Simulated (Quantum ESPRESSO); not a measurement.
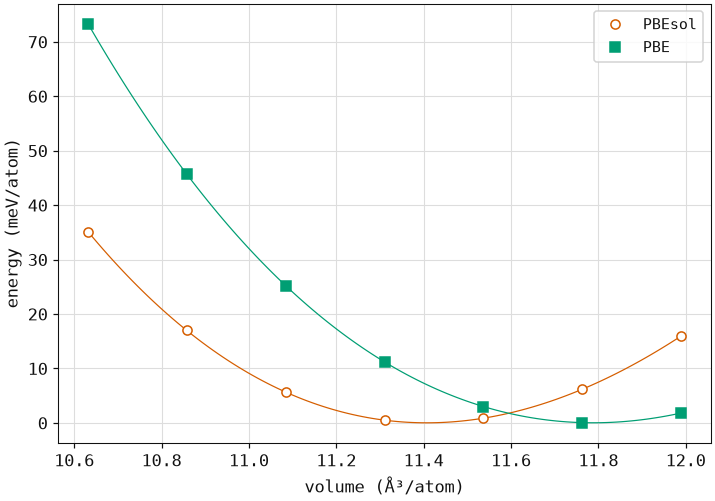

The plot gives the computed energy against volume, with one curve for each functional, for GaN (space group P6_3mc).

Computed with Quantum ESPRESSO 7.5: plane-wave DFT, no spin polarisation; energies at scaled volumes of the given cell, shape and fractions fixed, counted from the fit's minimum, third-order Birch-Murnaghan fit. All runs: no spin polarisation.

k mesh 10×10×5; occupations Fermi–Dirac; smearing width 0.05 eV; wave cutoff 612.3 eV; density cutoff 4898 eV.

Settings that differ: PBEsol: potentials GBRV-1.5-PBEsol; PBE: potentials GBRV-1.5-PBE.

Give the values behind the plot as a table.

PBEsol:
| volume (Å³/atom) | energy (meV/atom) |
| --- | --- |
| 10.63 | 35.14 |
| 10.86 | 16.97 |
| 11.08 | 5.66 |
| 11.31 | 0.50 |
| 11.54 | 0.82 |
| 11.76 | 6.17 |
| 11.99 | 15.91 |

PBE:
| volume (Å³/atom) | energy (meV/atom) |
| --- | --- |
| 10.63 | 73.31 |
| 10.86 | 45.67 |
| 11.08 | 25.21 |
| 11.31 | 11.21 |
| 11.54 | 2.97 |
| 11.76 | 0.05 |
| 11.99 | 1.77 |

Note: shape and atomic fractions are frozen while scaling, which makes layered, chain and framework solids too stiff.
